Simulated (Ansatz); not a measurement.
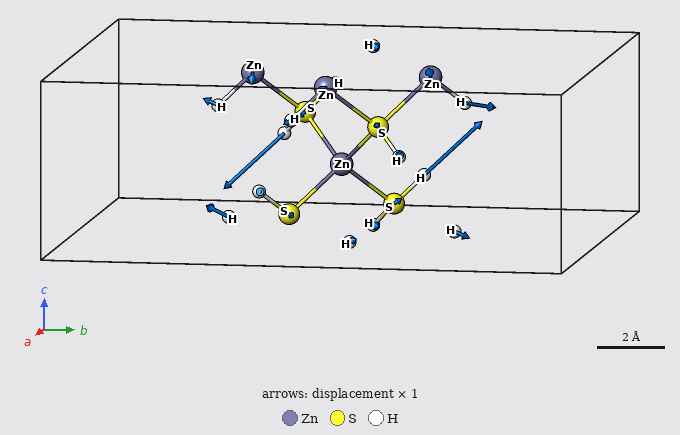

This is a relaxation of a wire of composition ZnH3S. The starting structure is drawn; blue arrows show the displacements (the part carried along by the change of the cell is left out), at their true length.

A ball-and-stick model of the cell of the calculation, with the vacuum cut short (origin shifted), seen slightly off an axis.

Case: wire along [0 0 1], 8 atoms a period, capped with H.

Computed with Ansatz, DFT PBE, scalar-relativistic, plane waves, PAW. (plane-wave cutoff 420 eV; k-point mesh 1 × 1 × 6; occupations gaussian; smearing width 0.05 eV; no spin polarisation; cell relaxed at fixed a, b, alpha, beta, gamma; force threshold 0.02 eV/Å; at most 45 steps)

**Atoms of which element are displaced furthest, and by how much?**

Hydrogen: up to 2.53 Å, against 0.84 Å for zinc.

**Describe the change and its energy.**

The largest moves relative to the centre of the atoms, 2.53 Å, are those of H atoms. Largest moves by element: H 2.53 Å, Zn 0.84 Å, S 0.30 Å. Along the periodic axis the drawn cell goes c 5.443 → 5.507 Å (+1.2 %). Among the contacts that change: H–H 3.087 → 0.752 Å, H–S 1.350 → 3.378 Å, H–Zn 1.550 → 2.985 Å, S–Zn 2.357 → 2.951 Å. New bonds form, among them: H–H (3.09 → 0.75 Å). Bonds break, among them: H–S (1.35 → 3.38 Å), H–Zn (1.55 → 2.99 Å). Among the angles between lasting bonds that change: H–Zn–H 109.5° → 168.4°, S–Zn–H 109.5° → 126.7°, S–Zn–H 109.5° → 124.1°. Over 40 accepted moves (44 points after the start) the energy falls by 6.515 eV per cell of the calculation. The largest force component goes from 1.6 to 0.014 eV/Å. The line search rejected the trial steps at points 12, 20, 29 of the run. The SCF was repeated once at an unchanged geometry on a basis and grid sized afresh for the cell, which shifted the energy by 2.6 meV per cell of the calculation at most.
